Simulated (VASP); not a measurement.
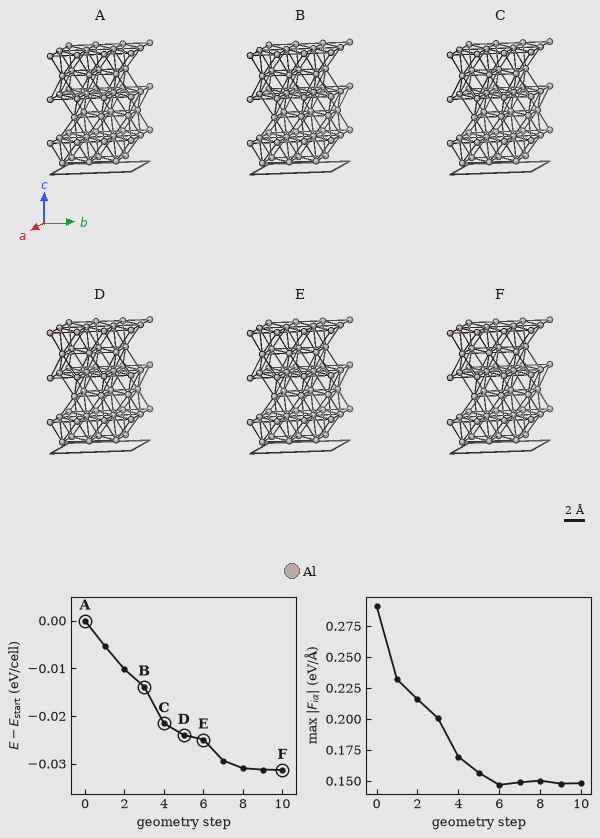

Frames of a relaxation of a slab of composition Al, marked on the history of the run. The picture is a ball-and-stick view of the 2 × 3 repeat of the cell, outlined in the plane, without the vacuum, seen slightly off an axis.

The run lets the atoms move in a fixed cell. 3 atoms are held fixed.

Theory: Kohn-Sham DFT of a periodic cell, PBE, VASP PAW PBE potentials, materialsproject (VASP).

Input file:
```
SYSTEM = Al
ALGO     = Fast           ! electronic algorithm
DIPOL    = 0.5 0.5 0.500
EDIFF    = 1E-6           ! SCF threshold, eV
EDIFFG   = -0.02          ! ionic threshold
ENCUT    = 600            ! plane-wave cutoff, eV
GGA      = PE             ! functional
IBRION   = 2              ! ionic algorithm
IDIPOL   = 3            
ISIF     = 2              ! what is computed and relaxed
ISMEAR   = -1             ! smearing method
LASPH    = .True.         ! aspherical terms in the spheres
LCHARG   = .False.        ! write CHGCAR
LDIPOL   = .True.       
LREAL    = .False.        ! projectors in reciprocal space
LWAVE    = .False.        ! write WAVECAR
NELM     = 100            ! most SCF steps
NSW      = 60             ! ionic steps
PREC     = Accurate       ! precision mode
SIGMA    = 0.05           ! smearing width, eV
```

Launched with:
```bash
cat potpaw_PBE.64/Al/POTCAR > POTCAR
mpirun -np 1 vasp_std > vasp.out
```

Q: What happens along the run?

A: An Al atom moves most: 0.20 Å along the normal (+c). The lattice vectors keep their values. Among the contacts that change: Al–Al 2.817 → 2.904 Å, Al–Al 2.817 → 2.880 Å, Al–Al 2.817 → 2.836 Å. After 10 geometry steps the energy has fallen by 31.3 meV per cell of the calculation. Largest force component: 0.29 eV/Å at the start, 0.15 eV/Å at the end. It ran on 1 thread of Intel(R) Xeon(R) Platinum 8488C (Sapphire Rapids), with other jobs on the host. From step 0 to 3: an Al atom moves most (0.07 Å), energy −13.8 meV per cell of the calculation. From step 3 to 4: an Al atom moves most (0.05 Å), energy −7.7 meV per cell of the calculation. From step 4 to 5: an Al atom moves most (0.11 Å), energy −2.4 meV per cell of the calculation. From step 5 to 6: an Al atom moves most (0.04 Å), energy −1.0 meV per cell of the calculation. From step 6 to 10: Al atoms move most (0.06 Å), energy −6.4 meV per cell of the calculation.

```json
{"step": "0", "E − E(0), meV/atom": "0.00", "largest force component, eV/Å": "0.2914"}
{"step": "1", "E − E(0), meV/atom": "-0.88", "largest force component, eV/Å": "0.2320"}
{"step": "2", "E − E(0), meV/atom": "-1.70", "largest force component, eV/Å": "0.2159"}
{"step": "3", "E − E(0), meV/atom": "-2.30", "largest force component, eV/Å": "0.2007"}
{"step": "4", "E − E(0), meV/atom": "-3.59", "largest force component, eV/Å": "0.1695"}
{"step": "5", "E − E(0), meV/atom": "-3.99", "largest force component, eV/Å": "0.1566"}
{"step": "6", "E − E(0), meV/atom": "-4.15", "largest force component, eV/Å": "0.1468"}
{"step": "7", "E − E(0), meV/atom": "-4.89", "largest force component, eV/Å": "0.1488"}
{"step": "8", "E − E(0), meV/atom": "-5.15", "largest force component, eV/Å": "0.1502"}
{"step": "9", "E − E(0), meV/atom": "-5.20", "largest force component, eV/Å": "0.1478"}
{"step": "10", "E − E(0), meV/atom": "-5.21", "largest force component, eV/Å": "0.1481"}
```
